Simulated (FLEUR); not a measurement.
# A series of single points on CoO

System: CoO (2 atoms in the cell).
Method: Kohn-Sham DFT of a periodic cell, PBE, all-electron, spin-polarised (FLEUR MaX-R8.1 (later development tree)).

The 7 runs differ only in the geometry, by an even scaling of the cell at fixed fractional positions. The structure derives from an entry of the Crystallography Open Database.

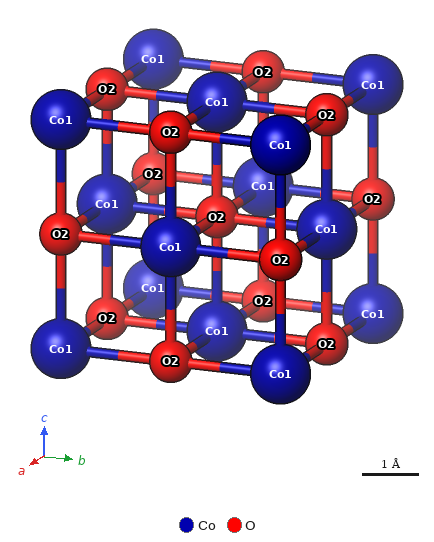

Figure 1. The structure of run 4 (ball-and-stick view of the cell 4 times as large as that of the calculation, set on its symmetry axes, seen slightly off an axis; atoms are numbered from 1 in the order of the input).

### Input of run 4
```
<?xml version="1.0" encoding="UTF-8" standalone="no"?>
<fleurInput fleurInputVersion="0.39">
   <comment>
      CoO                                                                                                 
   </comment>
   <calculationSetup>
      <cutoffs Kmax="4.46" Gmax="13.8" GmaxXC="13.8" numbands="0"/>
      <scfLoop itmax="60" minDistance="0.00001" maxIterBroyd="15" imix="Anderson" alpha="0.05" precondParam="0.0" spinf="2.0" sdNocoIR="T"/>
      <coreElectrons ctail="T" frcor="F" kcrel="0" coretail_lmax="0"/>
      <xcFunctional name="pbe" relativisticCorrections="F"/>
      <magnetism jspins="2"/>
      <soc l_soc="F" theta="0.0" phi="0.0" spav="F"/>
      <expertModes spex="0" secvar="F"/>
      <geometryOptimization l_f="T" forcealpha="1.0" forcemix="BFGS" epsdisp="0.0005" epsforce="0.0002"/>
      <ldaU l_linMix="F" mixParam="0.05" spinf="1.0"/>
   </calculationSetup>
   <cell>
      <bzIntegration valenceElectrons="23.0" mode="hist" fermiSmearingEnergy="0.00183747">
         <kPointListSelection listName="default-1"/>
         <!-- k-points included here -->
         <xi:include xmlns:xi="http://www.w3.org/2001/XInclude" href="kpts.xml"> </xi:include>
      </bzIntegration>
      <!-- symmetry operations included here -->
      <xi:include xmlns:xi="http://www.w3.org/2001/XInclude" href="sym.xml"> </xi:include>
      <bulkLattice scale="1.0">
         <bravaisMatrix>
            <row-1>    0.0000000000000000     4.0279512345848998     4.0279512345848998</row-1>
            <row-2>    4.0279512345848998     0.0000000000000000     4.0279512345848998</row-2>
            <row-3>    4.0279512345848998     4.0279512345848998     0.0000000000000000</row-3>
         </bravaisMatrix>
      </bulkLattice>
   </cell>
   <atomSpecies>
      <species name="Cobalt (Co2.000" element="Co" atomicNumber="27">
         <mtSphere radius="2.05" gridPoints="697" logIncrement="0.017"/>
         <atomicCutoffs lmax="8" lnonsphr="6"/>
         <electronConfig flipSpins="F">
            <coreConfig>(1s1/2) (2s1/2) (2p1/2) (2p3/2)</coreConfig>
            <valenceConfig>(3s1/2) (3p1/2) (3p3/2) (4s1/2) (3d3/2) (3d5/2)</valenceConfig>
            <stateOccupation state="(3d3/2)" spinUp="1.5" spinDown="1.3"/>
            <stateOccupation state="(3d5/2)" spinUp="3.0" spinDown="1.2"/>
         </electronConfig>
         <energyParameters s="4" p="4" d="3" f="4"/>
         <lo type="SCLO" l="0" n="3" eDeriv="0"/>
         <lo type="SCLO" l="1" n="3" eDeriv="0"/>
         <lo type="SCLO" l="1" n="3" eDeriv="1"/>
         <lo type="SCLO" l="2" n="3" eDeriv="2"/>
         <lo type="SCLO" l="3" n="4" eDeriv="2"/>
      </species>
      <species name="Oxygen (O)" element="O" atomicNumber="8">
         <mtSphere radius="1.57" gridPoints="537" logIncrement="0.02"/>
         <atomicCutoffs lmax="8" lnonsphr="6"/>
         <electronConfig flipSpins="F">
            <coreConfig>(1s1/2)</coreConfig>
            <valenceConfig>(2s1/2) (2p1/2) (2p3/2)</valenceConfig>
            <stateOccupation state="(2p1/2)" spinUp="0.666667" spinDown="0.666667"/>
            <stateOccupation state="(2p3/2)" spinUp="1.333333" spinDown="1.333333"/>
         </electronConfig>
         <energyParameters s="2" p="2" d="3" f="4"/>
         <lo type="SCLO" l="0" n="2" eDeriv="2"/>
         <lo type="SCLO" l="1" n="2" eDeriv="2"/>
         <lo type="SCLO" l="2" n="3" eDeriv="2"/>
      </species>
   </atomSpecies>
   <atomGroups>
      <atomGroup species="Cobalt (Co2.000">
         <relPos label="                   1">.0000000000 .0000000000 .0000000000</relPos>
         <force calculate="T" relaxXYZ="TTT"/>
      </atomGroup>
      <atomGroup species="Oxygen (O)">
         <relPos label="                   2">1.000/2.000 1.000/2.000 1.000/2.000</relPos>
         <force calculate="T" relaxXYZ="TTT"/>
      </atomGroup>
   </atomGroups>
   <output dos="F" band="F" slice="F">
      <checks vchk="F" cdinf="F"/>
      <bandDOS minEnergy="-.5*Htr" maxEnergy="0.5*Htr" sigma="0.015" storeEVData="T"/>
      <vacuumDOS vacdos="F" integ="F" star="F" nstars="0" locx1="0.0" locy1="0.0" locx2="0.0" locy2="0.0" nstm="0" tworkf="0.0"/>
      <unfoldingBand unfoldBand="F" supercellX="1" supercellY="1" supercellZ="1"/>
      <plotting iplot="0" polar="F">
         <plot TwoD="T" vec1="  1.0  0.0  0.0" vec2="  0.0  1.0  0.0" vec3="  0.0  0.0  1.0" zero="  0.0  0.0  0.0" file="plot"/>
      </plotting>
      <chargeDensitySlicing numkpt="0" minEigenval="0.0" maxEigenval="0.0" nnne="0" pallst="F"/>
      <specialOutput eonly="F"/>
      <moessbauerParams electricFieldGradient="T" isomerShift="T" coreHyperfine="T" valenceHyperfine="T"/>
      <magneticCircularDichroism mcd="F" energyLo="-10.0" energyUp="0.0"/>
   </output>
  <!-- We include the file relax.xml here to enable relaxations (see documentation) -->
  <xi:include xmlns:xi="http://www.w3.org/2001/XInclude" href="relax.xml"> <xi:fallback/> </xi:include>
</fleurInput>
```

Command:
```bash
inpgen -f crystal.txt -profile fastHighL; fleur_MPI
```

Lattice vectors (Å) and fractional positions of run 4:
```
   0.000000    2.131500    2.131500
   2.131500    0.000000    2.131500
   2.131500    2.131500    0.000000
Co  0.000000  0.000000  0.000000
O   0.500000  0.500000  0.500000
```

Run 5 has the same physical settings and fractional positions; its lattice vectors (Å) are:
```
   0.000000    2.145616    2.145616
   2.145616    0.000000    2.145616
   2.145616    2.145616    0.000000
```

### Results, with one run withheld

| run | volume per atom (Å³) | free energy per atom, from the lowest run given (meV) |
| --- | --- | --- |
| 1 | 9.103 | 12.22 |
| 2 | 9.297 | 4.24 |
| 3 | 9.490 | 0.00 |
| 4 | 9.684 | 0.36 |
| 5 | 9.878 | ? |
| 6 | 10.071 | 13.14 |
| 7 | 10.265 | 24.56 |

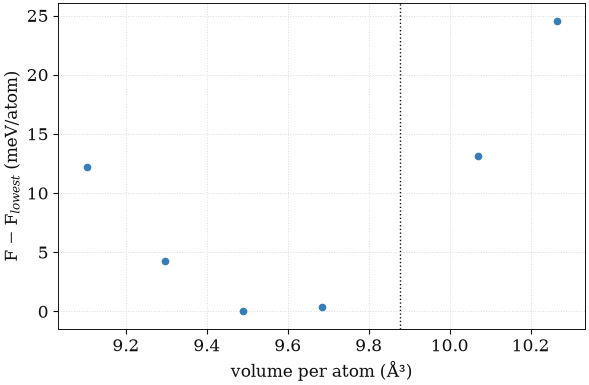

Figure 2. Free energy per atom of the runs given; the dotted line marks run 5.

What should run 5 give?

A cubic polynomial in V^(−2/3) (the Birch–Murnaghan form), fitted to the 6 runs given, misses them by at most 0.26 meV per atom. With x = V^(−2/3) − 0.22082 Å⁻², it reads F = 0.026542 − 479.19 x + 2.3398e+05 x² − 1.175e+06 x³ (meV per atom). At run 5 it gives 4.85 meV per atom, and the run itself gives 4.92. The fit has its minimum at 9.570 Å³ per atom, where V d²F/dV² gives 169 GPa: the bulk modulus at this level, since symmetry fixes the shape and the positions.

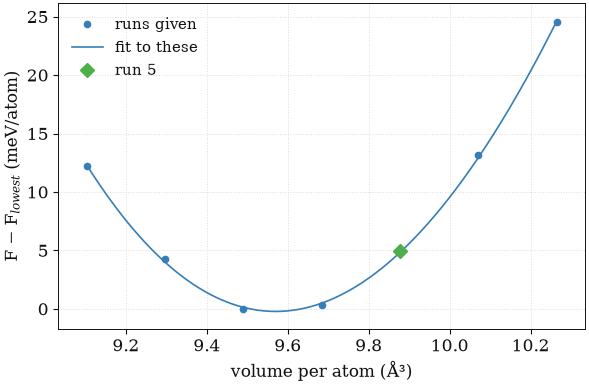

Figure 3. The fit and the withheld run.

### Output (run 5)
```
Welcome to FLEUR        (www.flapw.de)
      MaX-Release 8.1          (www.max-centre.eu)

 ========== k-point set info ==========
 Selected k-point list: default-1
 k-point list type: mesh
 11 x 11 x 11
 Number of k points: 56

 ------------Calculation Setup---------------------------
 Number of MPI-tasks      :            1
 Number of PE/node        :            1
 Number of OMP-threads    :            1
 Most efficient MPI parallelization for:
           1           2           4           7           8          14          28          56
 Additional eigenvalue parallelization possible
 Number of basis functions:          276
 Approximate size of matrices (H+S) per k-point:         0.001 GB
 --------------------------------------------------------

 Iteration:     1   Distance:      29.74023336 me/bohr^3

 Iteration:     2   Distance:      26.34488525 me/bohr^3

 Iteration:     3   Distance:      18.20071740 me/bohr^3

 Iteration:     4   Distance:      18.24868748 me/bohr^3

 Iteration:     5   Distance:      13.75820066 me/bohr^3

 Iteration:     6   Distance:      10.54347690 me/bohr^3

 Iteration:     7   Distance:       9.11941394 me/bohr^3

 Iteration:     8   Distance:       9.11885269 me/bohr^3

 Iteration:     9   Distance:       5.49365016 me/bohr^3

 Iteration:    10   Distance:       5.48786900 me/bohr^3

 Iteration:    11   Distance:       0.62648322 me/bohr^3

 Iteration:    12   Distance:       0.66497613 me/bohr^3

 Iteration:    13   Distance:       0.64838760 me/bohr^3

 Iteration:    14   Distance:       0.17675379 me/bohr^3

 Iteration:    15   Distance:       0.06857358 me/bohr^3

 Iteration:    16   Distance:       0.06254455 me/bohr^3

 Iteration:    17   Distance:       0.03469157 me/bohr^3

 Iteration:    18   Distance:       0.01459092 me/bohr^3

 Iteration:    19   Distance:       0.00534397 me/bohr^3

 Iteration:    20   Distance:       0.00364693 me/bohr^3

 Iteration:    21   Distance:       0.00043193 me/bohr^3

 Iteration:    22   Distance:       0.00077405 me/bohr^3

 Iteration:    23   Distance:       0.00047038 me/bohr^3

 Iteration:    24   Distance:       0.00011424 me/bohr^3

 Iteration:    25   Distance:       0.00011279 me/bohr^3

 Iteration:    26   Distance:       0.00000543 me/bohr^3

 ********************************************************************
 Run finished successfully
 Stop message:
   all done
 ********************************************************************
```
